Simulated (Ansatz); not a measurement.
A structure file:

```xyz
4
Lattice="5.8803 0.0000 0.0000 0.0000 5.8803 0.0000 0.0000 0.0000 3.2946" Properties=species:S:1:pos:R:3 pbc="T T T"
Sn    0.0000    2.9401    0.8236
Sn    0.0000    0.0000    0.0000
Sn    2.9401    0.0000    2.4709
Sn    2.9401    2.9401    1.6473
```

Q: What would you see if this were drawn?

A: The element is tin. It is body-centred tetragonal, space group I4_1/amd (No. 141). Prototype: β-tin type. The cell holds four atoms. Sn is linked to six Sn at 3.05 to 3.29 Å. The bonds build a three-dimensional framework.

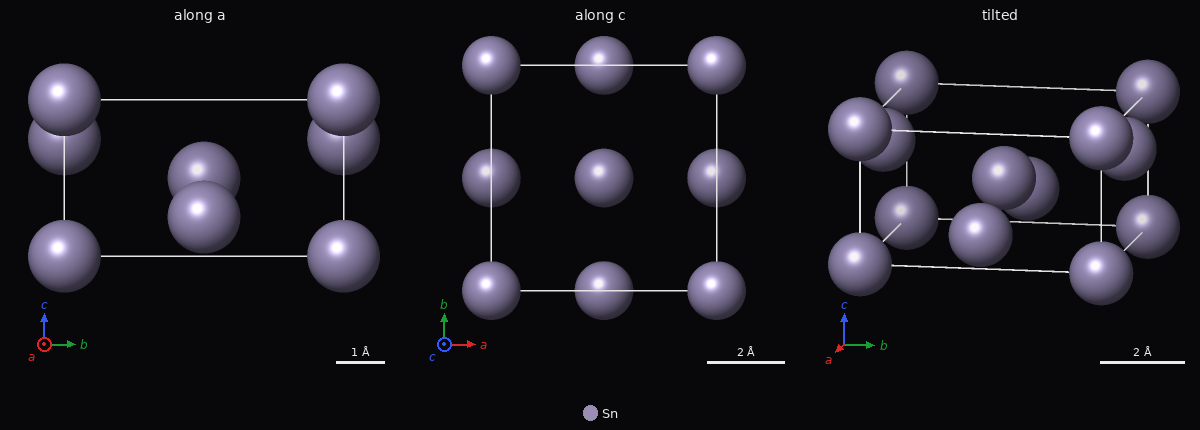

Crystal structure, spheres-only style, seen along the a axis, along the c axis and slightly off an axis. The wireframe shows the conventional unit cell.

Origin of the cell: a structure listed in the Materials Project. The cell was then strained or its atoms displaced on purpose. It was run through Ansatz as a DFT input.
